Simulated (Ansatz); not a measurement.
# TaC: LAPW beside PAW

Does the method matter for TaC? The same cell, functional and mesh are run with all-electron LAPW, frozen-core PAW and datasets made for this crystal.

Method: DFT PBE, scalar-relativistic, in Ansatz 0.2.0.

1 further run of the same task is left out (set aside as unsound or not needed).

## Step 1: The structure to begin with

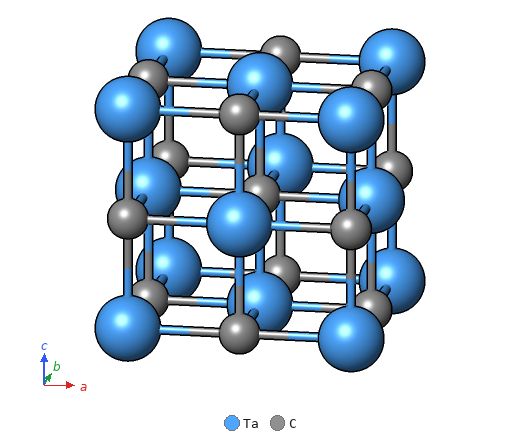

The starting structure, seen slightly off an axis (tantalum blue, carbon grey). Atoms on the faces are drawn again on the opposite ones. The cell drawn here is the conventional one.

As a file:

```
Ta C
1.0
     0.00000    2.23785    2.23785
     2.23785    0.00000    2.23785
     2.23785    2.23785    0.00000
Ta C
1 1
Direct
  0.00000 0.00000 0.00000
  0.50000 0.50000 0.50000
```

The structure (rocksalt type) was typed from a prototype and relaxed by PAW; whether it is the ground state wasn't tested.

Atoms are numbered in the order of the input: Ta1, C2.

## Step 2: All-electron LAPW

input.yaml reads:

```yaml
crystal:
  lattice:
    - [0.0, 2.2378527392, 2.2378527392]
    - [2.2378527392, 0.0, 2.2378527392]
    - [2.2378527392, 2.2378527392, 0.0]
  atoms:
    - { symbol: Ta, position: [0.0, 0.0, 0.0] }
    - { symbol: C, position: [0.5, 0.5, 0.5] }
kpoints:
  mp_grid: { grid: [14, 14, 14] }
  band_path:
    path:
      - [0.0, 0.0, 0.0]
      - [0.5, 0.0, 0.5]
      - [0.625, 0.25, 0.625]
      - [0.375, 0.375, 0.75]
      - [0.0, 0.0, 0.0]
      - [0.5, 0.5, 0.5]
      - [0.5, 0.25, 0.75]
      - [0.5, 0.0, 0.5]
    npoints: 8
scf:
  occupations: { method: fermi_dirac, width: 0.03 }
hamiltonian:
  xc: pbe
  pseudopotentials: { kind: all_electron, lapw: { basis_error: 0.00025 } }
output:
  forces: true
  stress: true
  eigenvalues: true
  fatbands: true
  populations: true
  dos: { projected: true, de: 0.2, e_range: [-14, 8] }
```

The program printed:

```text
Ta: projections on atomic orbitals take those of the free atom 1s2 2s2 2p6 3s2 3p6 3d10 4s2 4p6 4d10 4f14 5s2 5p6 5d3 6s2, of charge +0.00 (hamiltonian.pseudopotentials.projection_atoms)
C: projections on atomic orbitals take those of the free atom 1s2 2s2 2p2, of charge +0.00 (hamiltonian.pseudopotentials.projection_atoms)
LAPW: plane waves up to 9.989 Å⁻¹, error target 2.5e-4 eV per atom; small_component_spin mean_spin; C in spheres of 0.925 Å, 6 of its electrons in bands, Dirac shells []; Ta in spheres of 1.313 Å, 43 of its electrons in bands, Dirac shells []
Engine: ansatz 0.2.0
Pseudopotentials: kind: all_electron
Pseudopotential: Ta, LAPW, valence charge 43, Koelling and Harmon's equation, gaussian nucleus
Pseudopotential: C, LAPW, valence charge 6, Koelling and Harmon's equation, gaussian nucleus
Functional definition: PBE
  parameter kappa = 0.804
  parameter beta = 0.06672455060314922
  exchange = pbe_x(kappa = kappa, mu = beta*pi^2/3)
  correlation = pbe_c(beta = beta)
Crystal: 2 atoms, lattice volume = 22.414 Å³
Basis set: ecut = 380.1938597408821 eV, 339 PW (Γ), exchange–correlation at level 2
Bands: 30, of which v1, the nominal top of the filled ones, is band 25 counted from 1 (24 counted from 0)
Symmetry: 48 space group operations
Space group: Fm-3m (ITA 225), of the structure as read, at distance tolerance 2.8e-5 Å
k-points: 104 of 2744
Non-local potential: Ta, projectors of the file, none
Non-local potential: C, projectors of the file, none
Initial density: superposition of atomic densities (chi_scale 0.1, normalization cell, long waves kept (reshape's long-wave potential 0.00 eV rms))
Initial wavefunctions: plane waves of lowest kinetic energy (no species holds an atomic orbital)
Functional: x = pbe(κ = 0.804, μ = 0.2195149727645171), c = pbe(β = 0.06672455060314922)
iter 1 solved again at ethr=1.13e-2 eV; its pass at ethr=1.00e-1 eV (dr2=5.53e0 eV) is discarded
SCF iter   1: F=—  HF=-425609.209119 eV  |F-HF|=—  |Δ(HF+E_count)|=         —  Δρ=1.37e-1  dr2=5.53e0  ethr=1.13e-2  ⟨swp⟩=2.0  Hψ=18883  notcnv=0
preconditioner: auto → Kerker (q_TF=auto, 3.108 Å⁻¹)  [metal: Δε(μ)=0.008 eV  Ē_g=23.256 eV  σ=0.030 eV  W_gap=0.07  n_scr=14 (ndim 8)  ℏωp=42.2 eV  f_vac=0.000  D(μ)=1.20/eV (n_scr^D=14)]
iter 2 solved again at ethr=5.94e-4 eV; its pass at ethr=1.13e-2 eV (dr2=2.91e-1 eV) is discarded
SCF iter   2: F=—  HF=-425607.189652 eV  |F-HF|=—  |Δ(HF+E_count)|=    2.02e0  Δρ=3.24e-2  dr2=2.91e-1  ethr=5.94e-4  ⟨swp⟩=2.0  Hψ=15965  notcnv=0
SCF iter   3: F=—  HF=-425607.178273 eV  |F-HF|=—  |Δ(HF+E_count)|=         —  Δρ=2.91e-2  dr2=2.61e-1  ethr=5.93e-4  ⟨swp⟩=2.0  Hψ=9536  notcnv=0
the basis was enlarged: its passes take 657.2 KiB over the memory plan, 1 of 1 planned eigensolver slots
SCF iter   4: F=—  HF=-425607.186660 eV  |F-HF|=—  |Δ(HF+E_count)|=   8.39e-3  Δρ=1.33e-2  dr2=5.43e-2  ethr=5.33e-4  ⟨swp⟩=2.0  Hψ=8823  notcnv=0
SCF iter   5: F=—  HF=-425607.152212 eV  |F-HF|=—  |Δ(HF+E_count)|=   3.44e-2  Δρ=3.19e-3  dr2=1.72e-3  ethr=1.11e-4  ⟨swp⟩=2.3  Hψ=9650  notcnv=0
SCF iter   6: F=—  HF=-425607.152231 eV  |F-HF|=—  |Δ(HF+E_count)|=   1.95e-5  Δρ=1.23e-3  dr2=4.70e-4  ethr=3.52e-6  ⟨swp⟩=2.0  Hψ=9197  notcnv=0
SCF iter   7: F=—  HF=-425607.152164 eV  |F-HF|=—  |Δ(HF+E_count)|=   6.74e-5  Δρ=3.84e-4  dr2=3.37e-5  ethr=9.59e-7  ⟨swp⟩=2.0  Hψ=9203  notcnv=0
SCF iter   8: F=—  HF=-425607.152167 eV  |F-HF|=—  |Δ(HF+E_count)|=   3.29e-6  Δρ=1.44e-4  dr2=5.54e-6  ethr=6.87e-8  ⟨swp⟩=2.0  Hψ=9200  notcnv=0
SCF iter   9: F=—  HF=-425607.152165 eV  |F-HF|=—  |Δ(HF+E_count)|=   2.11e-6  Δρ=4.31e-5  dr2=4.49e-7  ethr=1.13e-8  ⟨swp⟩=2.4  Hψ=9336  notcnv=0
SCF iter  10: F=-425607.152165 eV  HF=-425607.152165 eV  |F-HF|=1.26e-8  |Δ(HF+E_count)|=   4.35e-8  Δρ=9.66e-6  dr2=2.03e-8  ethr=9.17e-10  ⟨swp⟩=2.4  Hψ=9341  notcnv=0
SCF 1 converged in 10 iterations: F = -425607.152165 eV  dr2 = 2.03e-8
NSCF: frozen V_eff on 57 k-points
SCF converged after 10 iterations
Free energy (F): -425607.152165 eV
Harris-Foulkes:  -425607.152165 eV  (|F-HF|=1.26e-8)
Internal energy: -425607.149109 eV  (E = F + TS)
E sigma→0 (E₀):  -425607.150637 eV
Entropy (-TS):   -0.003055 eV (-1.528 meV/atom)
Fermi energy:    24.852847 eV
--- Per-component energies (eV) ---
  E_band       = -4563.902421
  E_kinetic    = 474968.840069
  E_xc         = -8771.471643
  E_electrostatic = -891804.517535  (all electrons and nuclei)
  E_smearing   = -0.003055  (= −TS)
  E_closure    = 0.000000  (closes the sum)
  E_atoms      = -425587.002380  (free atoms, spherical and without spin; not in F)
  Σ components = -425607.152165   (vs F -425607.152165, Δ=0.00e0)
  Basis errors (estimates in eV, not in F): energy 8.9e-5 per atom: plane waves 8.0e-5 (4.5e-5 summed), levels above the bands 5.5e-144, relativity 9.0e-9, radial functions 9.4e-6, core shells 2.0e-7; eigenvalues (radial functions only) 9.9e-7; not estimated: angular momenta, meshes, grids; target (lapw.basis_error) 2.5e-4; muffin-tin radii C 0.925 Å, Ta 1.313 Å
--- Forces (eV/Å), atoms counted from 1 ---
  atom   1  Ta     0.00000000    -0.00000000    -0.00000000
  atom   2  C      0.00000000    -0.00000000    -0.00000000
  max |Σ_I F_I| component: 4.08e-30 eV/Å
--- Stress (GPa, compression-positive) ---
       -0.022379      -0.000000       0.000000
       -0.000000      -0.022379      -0.000000
        0.000000      -0.000000      -0.022379
  P = ⅓ Tr σ = -0.0224 GPa (-0.224 kbar)
--- Band table (eV; the first three rows and the last of 104) ---
  k-point 0: bands = ["-371.3490", "-371.3490", "-371.3490", "-241.1614", "-192.9052", "-192.9052", "-192.9052", "-192.9012", "-192.9012", "-44.0184", "-10.2926", "-10.2926", "-10.2926", "4.1857", "4.1879", "4.1879", "4.1879", "4.2321", "4.2321", "4.2321", "10.0544", "23.4626", "23.4626", "23.4626", "24.2766", "24.2766", "24.2766", "25.4145", "25.4145", "31.1381"]
  k-point 1: bands = ["-371.3490", "-371.3490", "-371.3490", "-241.1614", "-192.9052", "-192.9052", "-192.9052", "-192.9012", "-192.9012", "-44.0163", "-10.3283", "-10.2962", "-10.2962", "4.1866", "4.1876", "4.1893", "4.1893", "4.2305", "4.2305", "4.2322", "10.1953", "22.7260", "23.0947", "23.0947", "23.9316", "23.9316", "24.7082", "26.4074", "26.4074", "31.4212"]
  k-point 2: bands = ["-371.3490", "-371.3490", "-371.3490", "-241.1614", "-192.9052", "-192.9052", "-192.9052", "-192.9012", "-192.9012", "-44.0103", "-10.4270", "-10.3063", "-10.3063", "4.1850", "4.1908", "4.1933", "4.1933", "4.2260", "4.2260", "4.2324", "10.6040", "21.5192", "22.0783", "22.0783", "24.2256", "24.2256", "25.1541", "27.9515", "27.9515", "32.1272"]
  k-point 103: bands = ["-371.3490", "-371.3490", "-371.3490", "-241.1614", "-192.9052", "-192.9052", "-192.9052", "-192.9012", "-192.9012", "-43.9606", "-10.7570", "-10.6754", "-10.5398", "4.2007", "4.2023", "4.2039", "4.2089", "4.2127", "4.2128", "4.2176", "12.9605", "19.6720", "19.8125", "19.8377", "25.6871", "26.9858", "28.8027", "29.5581", "31.0546", "36.6558"]
--- Löwdin populations: 2 sites ---
  site symbol       q [e]
     0     Ta     72.1728
     1      C      6.7770
  spilling = 0.000635 (of n_electrons = 79.000000)
```

Run time: 48 s. Hardware: 1 thread, shared host.

Result: pressure -0.02 GPa; no gap.

Levels at the path's labelled points, in eV from the Fermi level:

| point | band 22 | band 23 | band 24 | band 25 | band 26 | band 27 | band 28 |
| --- | --- | --- | --- | --- | --- | --- | --- |
| Γ | -1.39 | -1.39 | -1.39 | -0.58 | -0.58 | -0.58 | 0.56 |
| X | -4.71 | -4.55 | -1.86 | -1.86 | 2.48 | 3.94 | 3.94 |
| U | -5.93 | -4.96 | -3.89 | -0.69 | 3.02 | 3.83 | 6.08 |
| K | -5.93 | -4.96 | -3.89 | -0.69 | 3.02 | 3.83 | 6.08 |
| Γ | -1.39 | -1.39 | -1.39 | -0.58 | -0.58 | -0.58 | 0.56 |
| L | -8.73 | -5.50 | -5.50 | 2.59 | 2.59 | 3.54 | 5.20 |
| W | -5.32 | -5.04 | -5.04 | 1.50 | 1.50 | 3.95 | 4.78 |
| X | -4.71 | -4.55 | -1.86 | -1.86 | 2.48 | 3.94 | 3.94 |

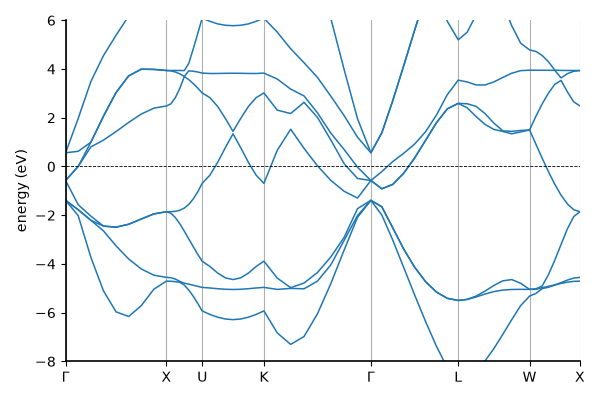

The leg U–K joins two equivalent points. Bands along the path, counted from its Fermi level.

States per cell, counted by energy window (eV from the Fermi level, on a grid of 0.20 eV):

| from | to | total | Ta 5d | C 2p |
| --- | --- | --- | --- | --- |
| -10 | -9 | 0.00 | 0.00 | 0.00 |
| -9 | -8 | 0.06 | 0.02 | 0.03 |
| -8 | -7 | 0.44 | 0.17 | 0.20 |
| -7 | -6 | 0.82 | 0.29 | 0.41 |
| -6 | -5 | 0.96 | 0.39 | 0.50 |
| -5 | -4 | 2.66 | 1.28 | 1.28 |
| -4 | -3 | 0.73 | 0.34 | 0.37 |
| -3 | -2 | 0.33 | 0.13 | 0.19 |
| -2 | -1 | 0.40 | 0.20 | 0.18 |
| -1 | 0 | 0.58 | 0.38 | 0.17 |
| 0 | 1 | 0.73 | 0.53 | 0.16 |
| 1 | 2 | 0.96 | 0.74 | 0.17 |
| 2 | 3 | 1.57 | 1.27 | 0.22 |
| 3 | 4 | 1.95 | 1.49 | 0.35 |
| 4 | 5 | 0.81 | 0.55 | 0.16 |

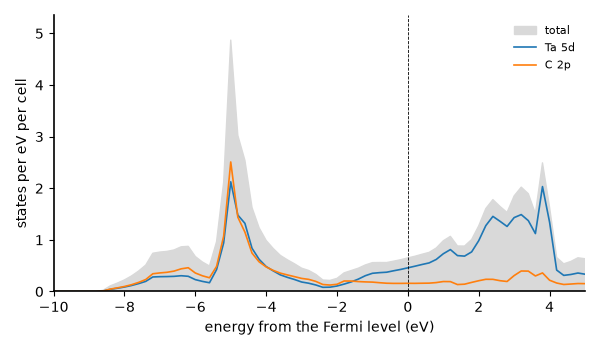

Density of states, total and projected.

## Step 3: Frozen-core PAW

input.yaml, as its differences from that of step 2:

```diff
@@ -25,3 +25,3 @@
   xc: pbe
-  pseudopotentials: { kind: all_electron, lapw: { basis_error: 0.00025 } }
+  pseudopotentials: { kind: paw }
 output:
@@ -30,4 +30,5 @@
   eigenvalues: true
-  fatbands: true
+  efg: { contact_densities: true }
   populations: true
+  bader: true
   dos: { projected: true, de: 0.2, e_range: [-14, 8] }
```

The program printed:

```text
Ta: output.efg is read without spin–orbit coupling, which moves field gradients at and beside such atoms by some per cent and up to a factor of two; PAW files take it under magnetization.noncollinear and magnetization.spin_orbit
[... 1 set-up line as earlier in the session ...]
Pseudopotentials: kind: paw
Pseudopotential: Ta, paw, valence charge 13, recommended cutoff 420 eV (normal)
Pseudopotential: C, paw, valence charge 4, recommended cutoff 420 eV (normal)
[... 5 set-up lines as earlier in the session ...]
Crystal: 2 atoms, lattice volume = 22.414 Å³
Basis set: ecut = 420 eV, 411 PW (Γ), exchange–correlation on 48×48×48 points (8 copies of the dense FFT grid, shifted against one another)
Bands: 13, of which v1, the nominal top of the filled ones, is band 9 counted from 1 (8 counted from 0)
[... 2 set-up lines as earlier in the session ...]
k-points: 104 of 2744
Non-local potential: Ta, projectors of the file, l = 0: 3, l = 1: 2, l = 2: 2, l = 3: 1
Non-local potential: C, projectors of the file, l = 0: 2, l = 1: 2, l = 2: 1
PAW form: soft (Blöchl's): semilocal exchange-correlation on the pseudo side does not see the compensation charge
PAW one-centre angular grid: Ta, 590 points (default); XC on 64 Gauss nodes
PAW one-centre angular grid: C, 110 points (default); XC on 64 Gauss nodes
Initial density: superposition of atomic densities (neutral atoms: chi_scale 0, normalization atom), corrected by the library's trained network
Initial wavefunctions: pseudopotential atomic-orbital guess
[... 1 set-up line as earlier in the session ...]
SCF iter   1: F=—  HF=-10184.381981 eV  |F-HF|=—  |Δ(HF+E_count)|=         —  Δρ=1.60e-3  dr2=2.79e-4  ethr=1.77e-3  ⟨swp⟩=6.1  Hψ=7243  notcnv=0
preconditioner: auto → none  [metal: Δε(μ)=0.041 eV  Ē_g=10.207 eV  σ=0.030 eV  W_gap=0.30  n_scr=8 (ndim 8)  ℏωp=23.5 eV  f_vac=0.000  D(μ)=1.06/eV (n_scr^D=14)  sad-step TF]
SCF iter   2: F=—  HF=-10184.381978 eV  |F-HF|=—  |Δ(HF+E_count)|=   2.51e-6  Δρ=1.07e-3  dr2=1.55e-4  ethr=1.64e-6  ⟨swp⟩=2.3  Hψ=2927  notcnv=0  defer=5
SCF iter   3: F=—  HF=-10184.382064 eV  |F-HF|=—  |Δ(HF+E_count)|=   8.55e-5  Δρ=3.73e-4  dr2=1.49e-5  ethr=9.10e-7  ⟨swp⟩=2.0  Hψ=1803  notcnv=0  defer=5
SCF iter   4: F=—  HF=-10184.382057 eV  |F-HF|=—  |Δ(HF+E_count)|=   6.06e-6  Δρ=1.25e-4  dr2=1.26e-6  ethr=8.77e-8  ⟨swp⟩=2.1  Hψ=2240  notcnv=0  defer=5
iter 5 did not close the SCF: its close was put off for the readings that it lacked (scf_convergence_deferred on its scf_iter line)
SCF iter   5: F=-10184.382057 eV  HF=-10184.382057 eV  |F-HF|=2.73e-9  |Δ(HF+E_count)|=   1.74e-7  Δρ=1.40e-5  dr2=1.92e-8  ethr=7.41e-9  ⟨swp⟩=2.3  Hψ=2264  notcnv=0  defer=5
SCF iter   6: F=-10184.382057 eV  HF=-10184.382057 eV  |F-HF|=1.44e-10  |Δ(HF+E_count)|=   2.59e-9  Δρ=1.19e-6  dr2=2.27e-10  ethr=1.13e-10  ⟨swp⟩=2.6  Hψ=4783  notcnv=0
SCF 1 converged in 6 iterations: F = -10184.382057 eV  dr2 = 2.27e-10
NSCF: frozen V_eff on 57 k-points
SCF converged after 6 iterations
Free energy (F): -10184.382057 eV
Harris-Foulkes:  -10184.382057 eV  (|F-HF|=1.44e-10)
Internal energy: -10184.378992 eV  (E = F + TS)
E sigma→0 (E₀):  -10184.380524 eV
Entropy (-TS):   -0.003066 eV (-1.533 meV/atom)
Fermi energy:    19.814597 eV
--- Per-component energies (eV) ---
  E_band       = -69.000696
  E_kinetic    = 456.179013
  E_local      = -561.114639  (includes V_loc(G=0)·N_el)
  E_nonlocal   = 40.819906
  E_hartree    = 190.209975
  E_xc         = -267.886456
  E_vxc        = -265.461999  (∫ρ·V_xc dr)
  E_paw        = -8495.823465  (= ΣΔE_a)
  E_vpaw       = -119.843071  (= ΣTr[D̂ρ^β])
  E_aug_tail   = 0.000165  (compensation charges beyond the density's cutoff)
  E_ewald      = -1546.763490
  E_smearing   = -0.003066  (= −TS)
  E_closure    = 0.000000  (closes the sum)
  Σ components = -10184.382057   (vs F -10184.382057, Δ=0.00e0)
--- Forces (eV/Å), atoms counted from 1 ---
  atom   1  Ta    -0.00000000     0.00000000     0.00000000
  atom   2  C      0.00000000    -0.00000000     0.00000000
  max |Σ_I F_I| component: 8.74e-30 eV/Å
--- Stress (GPa, compression-positive) ---
        0.001108       0.000000       0.000000
       -0.000000       0.001108       0.000000
        0.000000      -0.000000       0.001108
  P = ⅓ Tr σ = 0.0011 GPa (0.011 kbar)
--- PAW observables at the nuclei: V_zz in 10²¹ V/m², potentials from the cell's mean, atoms counted from 1 ---
  atom   1  Ta V_zz =    -0.000000   η = 0.0000   by run symmetry: forbidden
            electrostatic potential = -14499.958861 V   contact ρ = 8154442.875620 e/Å³
  atom   2  C  V_zz =    -0.000000   η = 0.0000   by run symmetry: forbidden
            electrostatic potential = -430.428703 V   contact ρ = 868.460802 e/Å³
--- Band table (eV; the first three rows and the last of 104) ---
  k-point 0: bands = ["-49.0494", "-15.3221", "-15.3221", "-15.3221", "5.0183", "18.4256", "18.4256", "18.4256", "19.2348", "19.2348", "19.2348", "20.3802", "20.3802"]
  k-point 1: bands = ["-49.0473", "-15.3578", "-15.3257", "-15.3257", "5.1584", "17.6850", "18.0541", "18.0541", "18.8934", "18.8934", "19.6682", "21.3723", "21.3723"]
  k-point 2: bands = ["-49.0413", "-15.4565", "-15.3358", "-15.3358", "5.5651", "16.4751", "17.0360", "17.0360", "19.1884", "19.1884", "20.1150", "22.9173", "22.9173"]
  k-point 103: bands = ["-48.9915", "-15.7865", "-15.7047", "-15.5691", "7.9107", "14.6280", "14.7685", "14.7926", "20.6488", "21.9488", "23.7661", "24.5260", "26.0175"]
--- Löwdin populations: 2 sites ---
  site symbol       q [e]
     0     Ta     12.1382
     1      C      4.8054
  spilling = 0.003318 (of n_electrons = 17.000000)
--- Bader charges: 2 sites ---
  site symbol  charge [e]  shift [e]
     0     Ta      1.9068     0.0037
     1      C     -1.9068     0.0037
  estimated error of the sums over rays = 6.6e-4 e
```

It took 20 s on 1 thread, shared host.

Read from it: pressure 0.00 GPa; no gap.

| atom | Bader charge (e) | basin volume (Å³) |
| --- | --- | --- |
| Ta1 | +1.91 | 11.05 |
| C2 | -1.91 | 11.37 |

(Part 1 of 2 ends here.)
